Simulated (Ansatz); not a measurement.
System: BaTe.

```
Ba Te
1.0
     0.00000    0.00000   -6.94279
     6.94279    0.00000    0.00000
     0.00000   -3.47140    3.47140
Ba Te
2 2
Direct
  0.50066 0.50000 0.00395
  0.00066 0.00000 0.00395
  0.99890 0.50044 0.99605
  0.49890 0.00044 0.99605
```

Space group Cm; changed on purpose from its base cell (all atoms moved at random, sigma 0.02 A a component).

The calculation used Ansatz 0.2.0, DFT PBEsol, scalar-relativistic, plane waves, PAW.

Predict the valence pseudo-density and electron localisation function between the atoms.

Ba–Te (3.47 Å): ρ is about 0.14 e/Å³ halfway; the ELF peaks at about 0.70 in the valence shell of Te, 1.3 Å from its nucleus, and drops to about 0.15 between the two atoms: no localised pair shows between them.
Ba–Te (3.47 Å): the density is about 0.14 e/Å³ at the midpoint; the ELF peaks at about 0.70 in the valence shell of Te, 1.3 Å from its nucleus, and drops to about 0.15 between the two atoms (no localised pair shows between them).

Does the calculation give a band gap?

It is gapped, with a Kohn–Sham gap of 1.5 eV on the k-point mesh (the band edges may lie off the mesh, which would make the gap smaller).

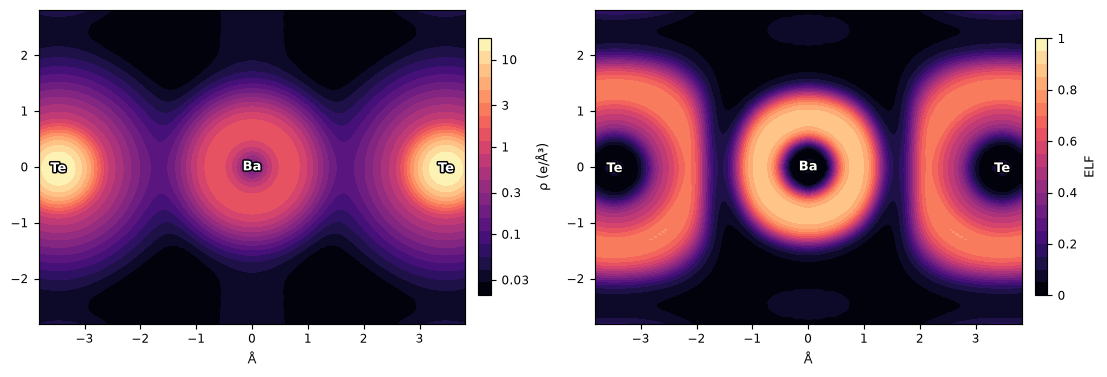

Computed valence pseudo-density and electron localisation function on the (100) plane of the conventional cell, in this order. 

In a PAW calculation such maps are meaningful between the atoms, not at the nuclei.
